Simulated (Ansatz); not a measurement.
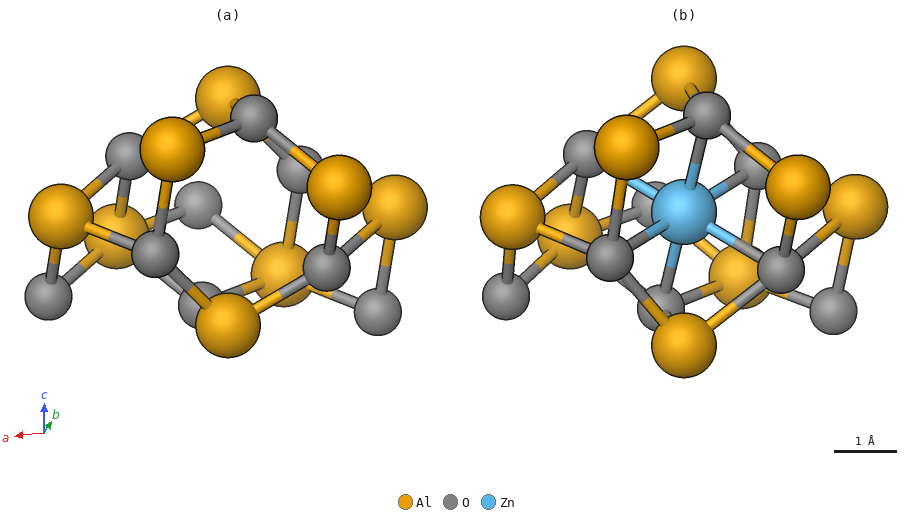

Left: perfect Al2O3. Right: the same region with one point defect, after relaxing the atoms in a supercell of 120 sites. A ball-and-stick model of the atoms within 3.3 Å of one point, seen from a free direction.

Theory: DFT, PBEsol, PAW, plane waves in Ansatz. Settings: plane-wave cutoff 420 eV; k-point mesh 1 × 1 × 1; mesh shifted by (0.25, 0.25, 0.25); no spin polarisation. Fermi-Dirac smearing of 0.01 eV. A uniform background neutralises the charged cell. The axes drawn are those of the host's conventional cell.

Which defect is it?

An extra zinc atom is put between the host's atoms (an interstitial).

The charge state of the cell is +2.

What does the relaxation do around it?

The Zn atom starts with 6 O at 1.92 to 2.04 Å, 2 Al at 1.93 Å around its place and ends with 6 O at 2.00 Å, 2 Al at 2.27 Å. Of the host's atoms, an aluminium atom moves furthest from its site, by 0.34 Å. The Zn atom itself moves 0.09 Å from where it was put.

Limits of the set-up: the cell is charged, on a uniform background, and energies carry no finite-size correction.
